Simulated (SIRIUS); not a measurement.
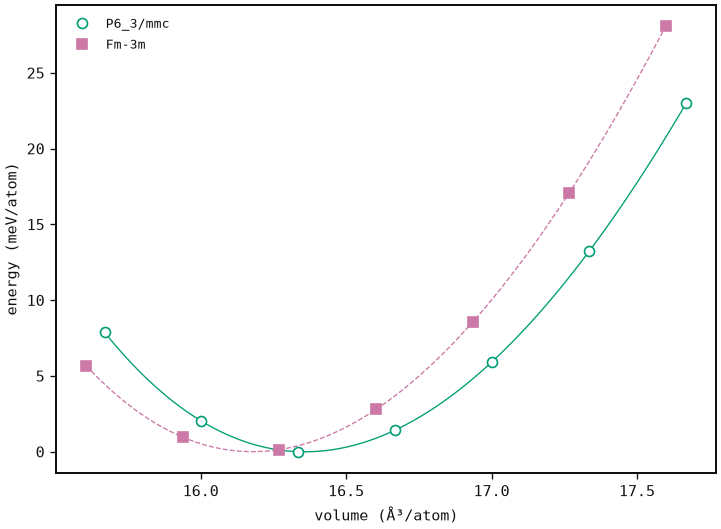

Plotted: energy against volume, with one curve for each structure, for Al. Each energy curve has its own zero, so the curves don't rank the structures.

Method: plane-wave DFT, no spin polarisation; energies at scaled volumes of the given cell, shape and fractions fixed, counted from the fit's minimum, third-order Birch-Murnaghan fit (SIRIUS 7.10.0). Level: PBEsol.

- occupations: Fermi–Dirac
- smearing width: 0.05 eV
- potentials: dojo sr pbesol 0.4.1 standard
- wave cutoff: 557.3 eV
- density cutoff: 2229 eV

Settings that differ: P6_3/mmc: k mesh 11×11×6; Fm-3m: k mesh 11×11×11.

### Order the curves by fitted equilibrium volume, smallest first.

Fm-3m 16.178, P6_3/mmc 16.358 Å³/atom.

### Order the curves by fitted bulk modulus, smallest first.

P6_3/mmc 80.6, Fm-3m 84.1 GPa.

Limits of the calculation: shape and atomic fractions are frozen while scaling, which makes layered, chain and framework solids too stiff.
